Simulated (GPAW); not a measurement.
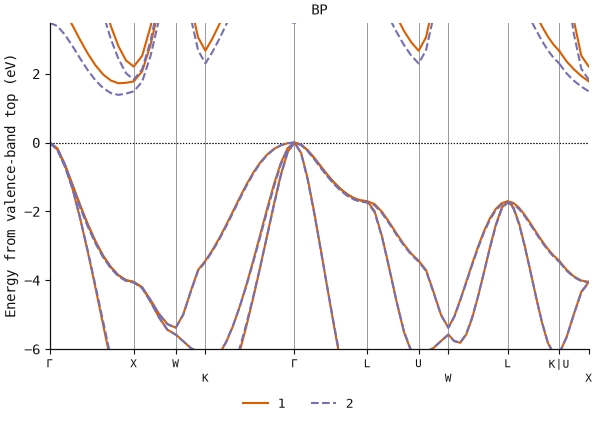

Band structures of zincblende BP, space group F-43m (No. 216), 2 atoms in the primitive cell (cubic a = 4.538 Å), by two methods on the same cell. Each is counted from its own valence-band top.

Which curve is which? The methods: MS2, optPBE-vdW.

Answer. 1 is MS2; 2 is optPBE-vdW. MS2 gives a gap of 1.72 eV along the path and optPBE-vdW gives a gap of 1.39 eV along the path.

Settings. MS2: GPAW PAW data sets (gpaw-data 1.2.1), no spin polarisation, no spin-orbit coupling, 10×10×10 k mesh, 800 eV cutoff, Fermi-Dirac smearing of 0.05 eV (GPAW 26.7.0). optPBE-vdW: GPAW PAW data sets (gpaw-data 1.2.1), no spin polarisation, no spin-orbit coupling, 10×10×10 k mesh, 800 eV cutoff, Fermi-Dirac smearing of 0.05 eV (GPAW).

The PAW data sets were made with another functional. LDA, GGA and most meta-GGA functionals understate gaps.
